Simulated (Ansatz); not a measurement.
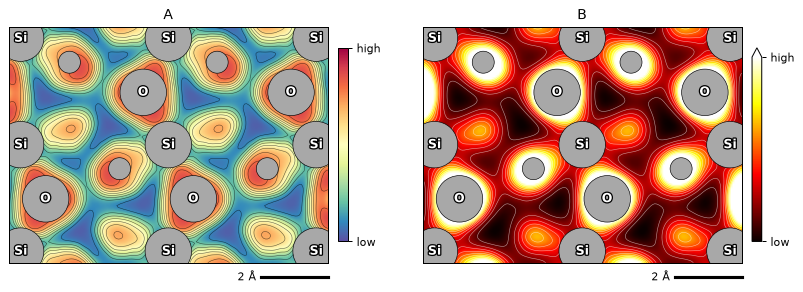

SiO$_{2}$: 2 fields on the (11̄0) plane of the conventional cell, with unlabelled colour scales. Grey discs cover the atomic cores.

Space group Pbcn; a generated structure, not necessarily the stable one.

Theory: DFT LDA, scalar-relativistic, plane waves, PAW in Ansatz.

Q: Match the panels to the quantities (electron localisation function and valence pseudo-density).

A: Panel A: electron localisation function. Panel B: valence pseudo-density. From the grid: Si–O (1.75 Å): the density is about 0.96 e/Å³ at the midpoint; the ELF peaks at about 0.85 between the atoms. Si–O (1.81 Å): ρ is about 0.86 e/Å³ halfway; the ELF peaks at about 0.85 between the atoms.
